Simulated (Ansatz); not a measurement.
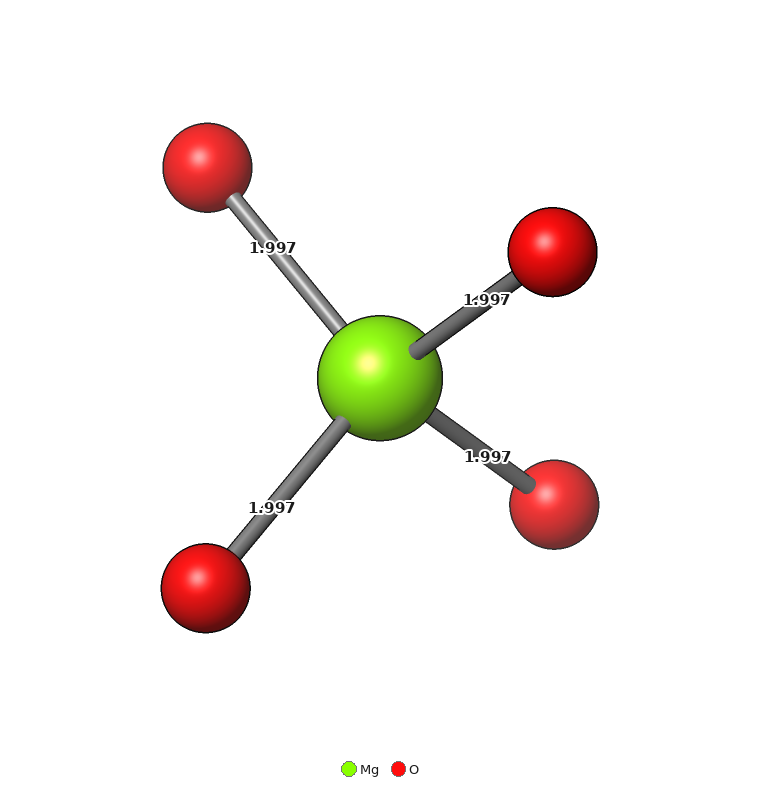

The surroundings of site Mg1 (at 0.000, 0.000, 0.000) in MgO (F-43m, No. 216), with bond lengths in Å.

Source of the atomic positions: coordinates from a relaxation with Ansatz, DFT, PBE, PAW with Ansatz's default frozen-core files, scalar-relativistic; the starting structure was generated, so it need not be a known form of this composition.

```
Mg O
1.0
     4.61179    0.00000    0.00000
     0.00000    4.61179    0.00000
     0.00000    0.00000    4.61179
Mg O
4 4
Direct
  0.00000 0.00000 0.00000
  0.00000 0.50000 0.50000
  0.50000 0.00000 0.50000
  0.50000 0.50000 0.00000
  0.25000 0.25000 0.75000
  0.25000 0.75000 0.25000
  0.75000 0.25000 0.25000
  0.75000 0.75000 0.75000
```

Bond valence s = exp((R0 − d)/b), R0 fitted to published crystal structures with b = 0.37 Å; R0 in Å: Mg2+–O 1.677.

Question: Calculate the bond-valence sum of Mg1 from the bonds drawn.

Answer: 4 × 0.421 = 1.68 v.u., against a formal valence of 2: underbonded (bonds long for this ion) by 0.32.

Question: And over the whole structure?

Answer:
```
site              x, y, z  formal valence  bond-valence sum  difference
 Mg1  0.000, 0.000, 0.000              +2              1.72       -0.28
  O1  0.250, 0.250, 0.750              −2              1.72       -0.28
```

These sums include all anions within 5 Å. The global instability index (root mean square of the differences over all atoms) is 0.28 v.u.: above 0.2, which by the usual rule of thumb marks a strained structure. Cells relaxed with PBE tend to have slightly long bonds, which lowers the sums.
